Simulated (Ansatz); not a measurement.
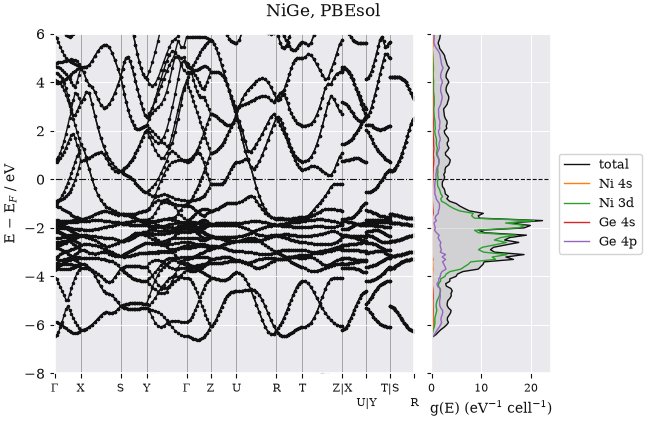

Band structure and density of states of NiGe, space group Pnma (No. 62), 8 atoms in the cell. Method: DFT PBEsol, scalar-relativistic, plane waves, PAW, no spin polarisation, 8×10×6 k mesh, 420 eV cutoff (Ansatz). Energies are counted from the Fermi level. The partial curves are projected on Löwdin-orthogonalised atomic shells.

A metal: 4 bands cross the Fermi level along this path. Bands cross the Fermi level on Γ–X, X–S, S–Y, Y–Γ, Γ–Z, Z–U, U–R and Y–T, and not on R–T, T–Z, X–U and S–R. At Γ the nearest levels lie 0.87 eV below and 0.71 eV above the Fermi level. The density of states at the Fermi level is about 2.4 per eV and cell (mean within 0.25 eV), or 0.3 per atom.

The run has no spin polarisation, so a magnetic state may lie lower.
